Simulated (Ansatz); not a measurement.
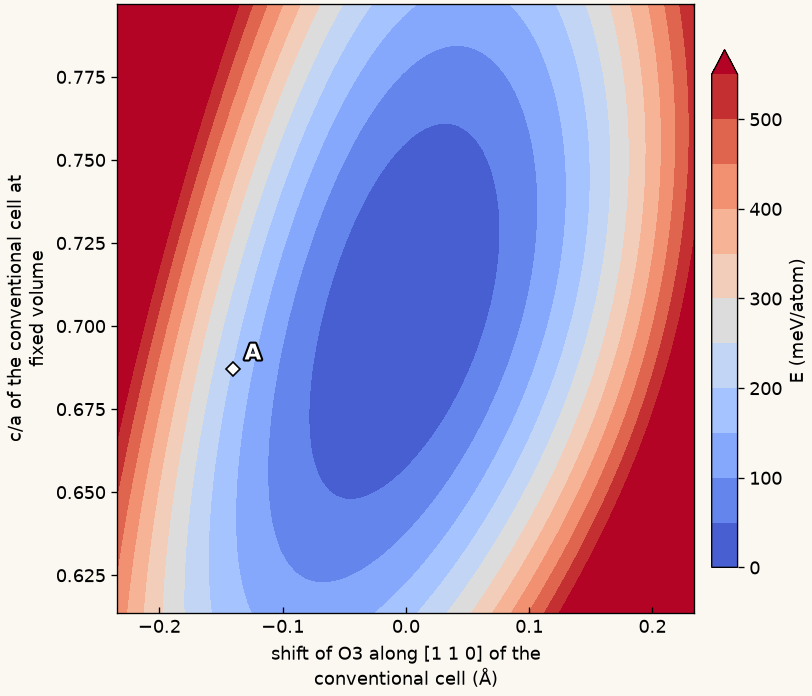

IrO₂ (P4_2/mnm, No. 136; 6 atoms in the cell). 
- The energy is mapped over a free internal coordinate and the cell.
- First axis: shift of O3 along [1 1 0] of the conventional cell, Cartesian (0.71 0.71 0), its symmetry partners moved as symmetry demands (measured in the relaxed cell). Second axis: c/a of the conventional cell at fixed volume.
- Nothing is relaxed (all other coordinates fixed).
- The scan uses an 11 × 11 grid.
- Points are written as (first, second).
- Energies are in meV/atom, from the lowest grid point.
- The runs have no spin polarisation; a magnetic state may lie lower.
- Method: DFT PBEsol, scalar-relativistic, plane waves, PAW (Ansatz 0.2.0). Settings: cutoff 520 eV, k-mesh 10×10×12 in the order of the run's cell vectors, gaussian smearing 0.15 eV, no spin polarisation.

The picture shows filled contours, one colour for all values above the top of the scale, the point A. Between grid points the surface is interpolated.

Which way does the force act at A, and how strong is it?

A, at (−0.140 Å, 0.687), is not a stationary point. The computed force is 3100 meV/atom for each Å towards larger values of the first coordinate and 1800 meV/atom for each unit towards smaller values of the second coordinate.

PAW datasets: the set soft_1.
